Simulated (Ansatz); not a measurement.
**Run report: TaN, single-point calculation (part 1 of 2)**

- system: TaN (slab, 16 atoms in the cell)
- method: DFT PBEsol, scalar-relativistic, plane waves, PAW, no spin polarisation (Ansatz 0.2.0)

The structure derives from an entry of the Crystallography Open Database. It belongs to a series of runs on one base structure; here: repeats removed: 1. Figures and captions count atoms from 1; the log counts them from 0 in places.

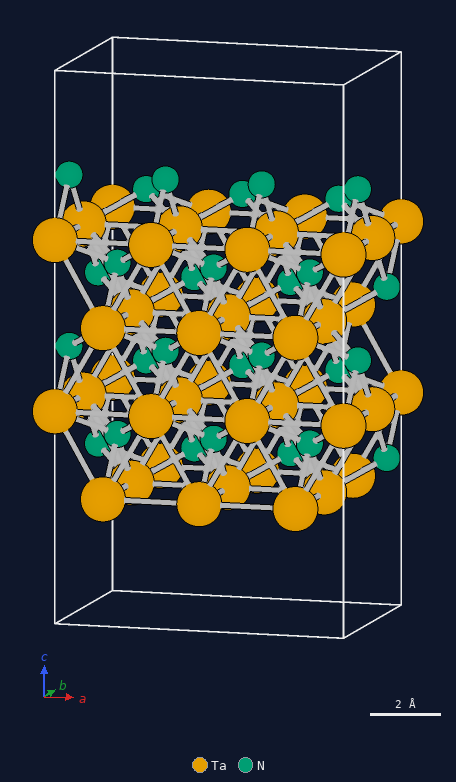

*The input geometry (ball-and-stick view of the 3 × 1 repeat of the cell, with the vacuum cut short, seen slightly off an axis).*

Input file
```yaml
crystal:
  lattice:
    - [2.8894657411, 0.0, 0.0]
    - [0.0, 5.8607958163, 0.0]
    - [0.0, 0.0, 24.175286029]
  atoms:
    - { symbol: Ta, position: [0.5, 0.0, 0.3102341784] }
    - { symbol: Ta, position: [0.5, 0.5, 0.3102341784] }
    - { symbol: "N", position: [0.0, 0.75, 0.3447370551] }
    - { symbol: "N", position: [0.5, 0.25, 0.3792399317] }
    - { symbol: Ta, position: [0.0, 0.0, 0.4137428084] }
    - { symbol: Ta, position: [0.0, 0.5, 0.4137428084] }
    - { symbol: "N", position: [0.5, 0.75, 0.448245685] }
    - { symbol: "N", position: [0.0, 0.25, 0.4827485617] }
    - { symbol: Ta, position: [0.5, 0.0, 0.5172514383] }
    - { symbol: Ta, position: [0.5, 0.5, 0.5172514383] }
    - { symbol: "N", position: [0.0, 0.75, 0.551754315] }
    - { symbol: "N", position: [0.5, 0.25, 0.5862571916] }
    - { symbol: Ta, position: [0.0, 0.0, 0.6207600683] }
    - { symbol: Ta, position: [0.0, 0.5, 0.6207600683] }
    - { symbol: "N", position: [0.5, 0.75, 0.6552629449] }
    - { symbol: "N", position: [0.0, 0.25, 0.6897658216] }
basis:
  ecutwfc: 420
kpoints:
  mp_grid: { grid: [12, 6, 1] }
hamiltonian:
  xc: pbesol
scf:
  occupations: { method: gaussian, width: 0.1 }
output:
  forces: true
  stress: true
  eigenvalues: true
  write_density: true
  write_potential: true
  elf: true
  volumetric_format: npy
efield:
  axis: 3
  dipole_correction: true
  ramp_width: 0.04
```

Machine: 2 threads of Intel Xeon (Granite Rapids), 32 GiB of memory available, shared host.

Launched with:
```bash
ansatz run input.yaml --threads 2 --pin off --max-ram 5120MiB --backend cpu --events-out ev --progress --plain --runs-dir out
```

Output
```
Engine: ansatz 0.2.0, x86_64-unknown-linux-gnu
Pseudopotentials: kind: paw
Pseudopotential: Ta, paw, valence charge 13, recommended cutoff 420 eV (normal), Ta.paw.azcp
Pseudopotential: N, paw, valence charge 5, recommended cutoff 420 eV (normal), N.paw.azcp
Functional definition: PBEsol
  exchange = pbesol_x
  correlation = pbesol_c
Crystal: 16 atoms, lattice volume = 409.398 Å³
Basis set: ecut = 420 eV, 7959 PW (Γ), exchange–correlation on 40×80×324 points (8 copies of the dense FFT grid, shifted against one another)
Bands: 88, of which v1, the nominal top of the filled ones, is band 72 counted from 1 (71 counted from 0)
Symmetry: 4 space group operations
Space group: Pmm2 (ITA 25), of the structure as read, at distance tolerance 7.4e-5 Å
k-points: 28 of 72
Non-local potential: Ta, projectors of the file, l = 0: 3, l = 1: 2, l = 2: 2, l = 3: 1
Non-local potential: N, projectors of the file, l = 0: 2, l = 1: 2, l = 2: 1
PAW form: soft (Blöchl's): semilocal exchange-correlation on the pseudo side does not see the compensation charge
PAW frozen core: Ta, regenerated for the run's functional, and the local potential with it (the file was generated under x = pbe(κ = 0.804, μ = 0.2195149727645171), c = pbe(β = 0.06672455060314922))
PAW frozen core: N, regenerated for the run's functional, and the local potential with it (the file was generated under x = pbe(κ = 0.804, μ = 0.2195149727645171), c = pbe(β = 0.06672455060314922))
PAW one-centre angular grid: Ta, 590 points (default); XC on 64 Gauss nodes
PAW one-centre angular grid: N, 110 points (default); XC on 64 Gauss nodes
Initial density: superposition of atomic densities (neutral atoms: chi_scale 0, normalization atom), corrected by the library's trained network
Initial wavefunctions: pseudopotential atomic-orbital guess
Functional: x = pbesol(κ = 0.804, μ = 0.12345679012345678), c = pbesol(β = 0.046)
SCF iter   1: F=—  HF=-81487.931974 eV  |F-HF|=—  |Δ(HF+E_count)|=         —  Δρ=1.91e-2  dr2=4.19e1  ethr=1.77e-3  p=-0.156 e·Å  D=-6.88e-2 V/Å  ΔV_dip=1.66 eV  dr2_dipole=2.28e1  V_vac-E_F(+/−)=7.30/5.64 eV  ⟨swp⟩=8.7  Hψ=12459  notcnv=0  defer=9
efield: sawtooth ramp at fractional position 0.9800 (placed from the atoms, in the widest stretch of the axis that holds none; the zero of the levels goes with the place), width 0.0400; the density the first Hamiltonian is built on has a dipole p = -0.156 e·Å; the dipole correction subtracts the counter field D = -6.88e-2 V/Å, which shifts the + side's vacuum level by +1.66 eV against the − side's; the planar-averaged density in the ramp window peaks in size at 2.4e-5 e/Å³
preconditioner: auto → LDOS  [metal: Δε(μ)=0.007 eV  Ē_g=8.374 eV  σ=0.100 eV  W_gap=0.04  n_scr=70 (ndim 8)  ℏωp=16.4 eV  f_vac=0.502  D(μ)=9.01/eV (n_scr^D=40)  β→1.0]
SCF iter   2: F=—  HF=-81487.234020 eV  |F-HF|=—  |Δ(HF+E_count)|=   6.98e-1  Δρ=1.18e-2  dr2=7.75e-1  ethr=1.77e-3  p=-0.243 e·Å  D=-1.08e-1 V/Å  ΔV_dip=2.60 eV  dr2_dipole=3.99e-2  V_vac-E_F(+/−)=7.79/5.19 eV  ⟨swp⟩=2.9  Hψ=4197  notcnv=0  defer=211
SCF iter   3: F=—  HF=-81487.142239 eV  |F-HF|=—  |Δ(HF+E_count)|=   9.18e-2  Δρ=5.63e-3  dr2=1.98e-1  ethr=5.39e-4  p=-0.258 e·Å  D=-1.14e-1 V/Å  ΔV_dip=2.76 eV  dr2_dipole=8.09e-6  V_vac-E_F(+/−)=7.80/5.04 eV  ⟨swp⟩=3.0  Hψ=4468  notcnv=0  defer=211
SCF iter   4: F=—  HF=-81487.118919 eV  |F-HF|=—  |Δ(HF+E_count)|=   2.33e-2  Δρ=9.18e-4  dr2=8.32e-3  ethr=1.38e-4  p=-0.259 e·Å  D=-1.14e-1 V/Å  ΔV_dip=2.76 eV  dr2_dipole=2.00e-5  V_vac-E_F(+/−)=7.80/5.04 eV  ⟨swp⟩=2.2  Hψ=3511  notcnv=0  defer=210
SCF iter   5: F=—  HF=-81487.119520 eV  |F-HF|=—  |Δ(HF+E_count)|=   6.01e-4  Δρ=3.88e-4  dr2=1.11e-3  ethr=5.78e-6  p=-0.260 e·Å  D=-1.15e-1 V/Å  ΔV_dip=2.78 eV  dr2_dipole=1.35e-4  V_vac-E_F(+/−)=7.80/5.02 eV  ⟨swp⟩=2.2  Hψ=3636  notcnv=0  defer=209
SCF iter   6: F=—  HF=-81487.119655 eV  |F-HF|=—  |Δ(HF+E_count)|=   1.34e-4  Δρ=1.22e-4  dr2=3.83e-5  ethr=7.68e-7  p=-0.261 e·Å  D=-1.15e-1 V/Å  ΔV_dip=2.79 eV  dr2_dipole=1.08e-6  V_vac-E_F(+/−)=7.81/5.02 eV  ⟨swp⟩=2.5  Hψ=3548  notcnv=0  defer=209
SCF iter   7: F=—  HF=-81487.120015 eV  |F-HF|=—  |Δ(HF+E_count)|=   3.60e-4  Δρ=4.39e-5  dr2=5.67e-6  ethr=2.66e-8  p=-0.261 e·Å  D=-1.15e-1 V/Å  ΔV_dip=2.79 eV  dr2_dipole=4.00e-8  V_vac-E_F(+/−)=7.81/5.02 eV  ⟨swp⟩=2.8  Hψ=4603  notcnv=0  defer=209
SCF iter   8: F=—  HF=-81487.120023 eV  |F-HF|=—  |Δ(HF+E_count)|=   8.19e-6  Δρ=1.38e-5  dr2=8.49e-7  ethr=3.94e-9  p=-0.261 e·Å  D=-1.15e-1 V/Å  ΔV_dip=2.79 eV  dr2_dipole=2.32e-8  V_vac-E_F(+/−)=7.81/5.02 eV  ⟨swp⟩=2.9  Hψ=4124  notcnv=0  defer=209
SCF iter   9: F=—  HF=-81487.120024 eV  |F-HF|=—  |Δ(HF+E_count)|=   9.91e-7  Δρ=4.82e-6  dr2=1.01e-7  ethr=5.89e-10  p=-0.261 e·Å  D=-1.15e-1 V/Å  ΔV_dip=2.79 eV  dr2_dipole=3.05e-9  V_vac-E_F(+/−)=7.81/5.02 eV  ⟨swp⟩=2.5  Hψ=3687  notcnv=0  defer=209
SCF iter  10: F=-81487.120025 eV  HF=-81487.120025 eV  |F-HF|=9.69e-8  |Δ(HF+E_count)|=   3.70e-7  Δρ=1.66e-6  dr2=1.13e-8  ethr=6.94e-11  p=-0.261 e·Å  D=-1.15e-1 V/Å  ΔV_dip=2.79 eV  dr2_dipole=1.31e-9  V_vac-E_F(+/−)=7.81/5.02 eV  ⟨swp⟩=27.4  Hψ=24879  notcnv=0
SCF 1 converged in 10 iterations: F = -81487.120025 eV  dr2 = 1.13e-8
  greatest PAW one-centre occupation: 1.000 electrons in one spin orbital (limit 2), on the Ta atom at site 9 (counted from 0), in its partial waves of l = 0
```

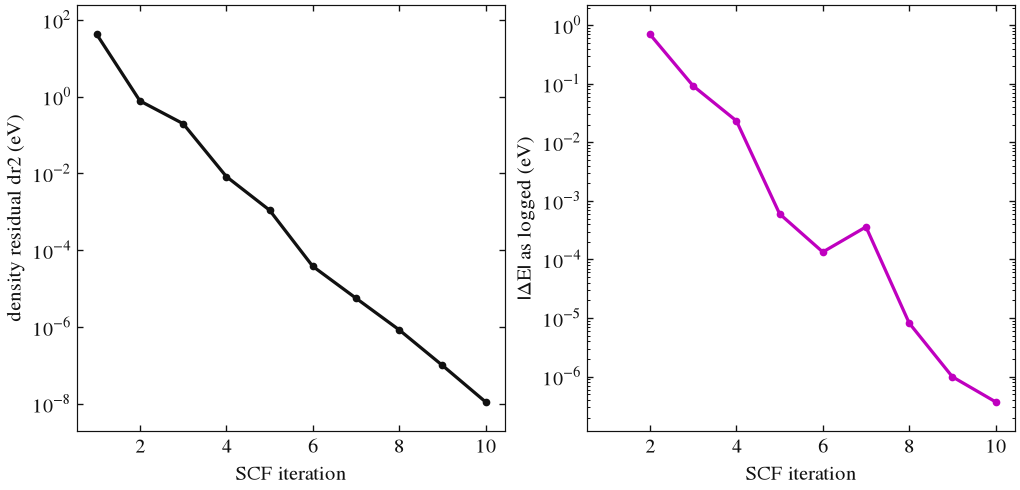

*Convergence of the self-consistent field: density residual dr2 and size of the energy change against the SCF iteration.*

The residual falls at every step.

```
WARN: The output density's exchange-correlation potential varies sharply where the density is thin. Do not read a vacuum level from v_tot or v_xc, or from such a field of the output density. On a cell that repeats whose density bears no net charge and no dipole along the vacuum's axis use v_es (v_loc + v_h of the components); under efield.dipole_correction with no amplitude use v_es + v_field, which holds any external_charges[].barrier, or the levels of the report's work_function block, which leave it out; under a non-zero efield.amplitude the vacuum is tilted and has no level; on a cell that repeats and bears such a dipole with no correction it is tilted too, and efield.dipole_correction with no amplitude gives each side of its ramp a level where efield: is served; in a cell that repeats whose density bears a net charge (total_charge, or a fill off its count) it is curved and has none; of a slab under crystal.periodic whose density bears no net charge use v_es, which has a level on each side, short of where the two are joined; of another it falls or rises all the way out and has none; of a slab beside external_charges read slab_vacuum_level instead, which it has where they leave it neutral. The grid or the basis barely resolves most such structure, and the values can differ between equally converged runs; as a rule a tighter scf.convergence.dr2_threshold does not remove it. Where the density itself ripples (under the LDA too) a higher basis.ecutwfc lessens it. The files hold the spikes' plane waves up to the density's cutoff. Files: v_tot_of_output_density and the like, and their columns of v_z.tsv (output.write_potential); v_xc_of_output_density and the like, and their columns of v_comp_z.tsv (output.write_potential_components). Measured: with its Gaussian average of σ = 0.25 Å subtracted twice, the exchange-correlation potential is over 0.1 eV at 75 of the grid points where the equally averaged density (valence and model cores) is under 1e-3 e/Å³, and 0.176 eV at the most among them, at an averaged density of 4.5e-8 e/Å³. The input density's (outcome.potential() and, of a run that writes arrays, v_tot and v_xc) is over 0.1 eV, so measured, at 153 points of its own thin density, 0.156 eV at the most. See output.write_potential in the manual, Limitations
SCF converged after 10 iterations
Free energy (F): -81487.120025 eV
Harris-Foulkes:  -81487.120025 eV  (|F-HF|=9.69e-8)
Internal energy: -81487.075445 eV  (E = F + TS)
E sigma→0 (E₀):  -81487.097735 eV
Entropy (-TS):   -0.044580 eV (-2.786 meV/atom)
Fermi energy:    4.657488 eV
Dipole field:    D = -0.115363 V/Å  (p = -0.261007 e·Å, saw-weighted, corrected)
Work function:   Φ+ = 7.8075 eV   Φ− = 5.0185 eV
Levels:          The Fermi level and band energies are counted from a zero that moves with the ramp; work functions are not
--- Per-component energies (eV) ---
  E_band       = -2578.664568
  E_kinetic    = 3966.105378
  E_local      = -158141.430688  (includes V_loc(G=0)·N_el)
  E_nonlocal   = 503.408500
  E_hartree    = 77205.943451
  E_xc         = -2210.338547
  E_vxc        = -2236.235295  (∫ρ·V_xc dr)
  E_paw        = -67159.000976  (= ΣΔE_a)
  E_vpaw       = -1074.357120  (= ΣTr[D̂ρ^β])
  E_aug_tail   = 0.001549  (compensation charges beyond the density's cutoff)
  E_efield     = 0.015055  (sawtooth field / dipole correction)
  E_vefield    = -8.052919  (∫n·V_field dr)
  E_ewald      = 64346.286870
  E_core_change = 1.933962  (= ΣΔE_core)
  E_smearing   = -0.044580  (= −TS)
  E_closure    = 0.000000  (closes the sum)
  Σ components = -81487.120025   (vs F -81487.120025, Δ=0.00e0)
```
